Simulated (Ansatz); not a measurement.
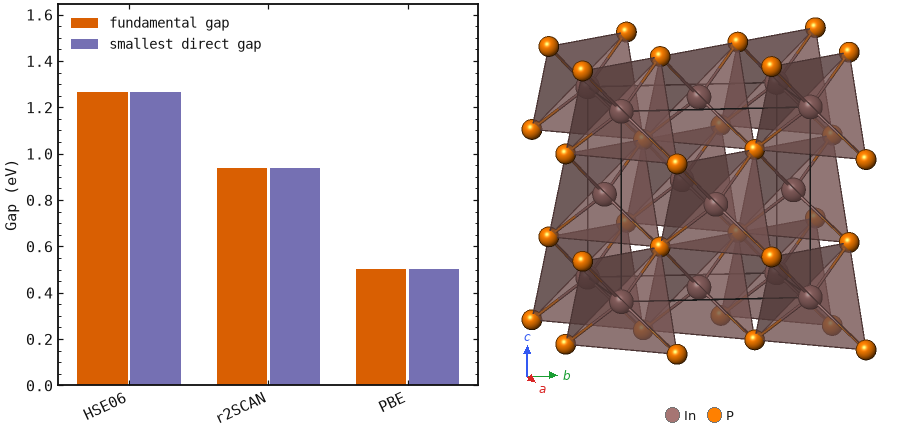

Gaps of InP, space group F-43m, 2 atoms in the cell, zincblende type, hydrostatic strain +0.5%, at several levels of theory on one cell (Ansatz, plane waves and PAW; edges over the mesh and the special points).

> How does the gap depend on the level, and does its kind change?

In rising order: PBE 0.50 eV, r2SCAN 0.94 eV and HSE06 1.27 eV. It is direct at every level.
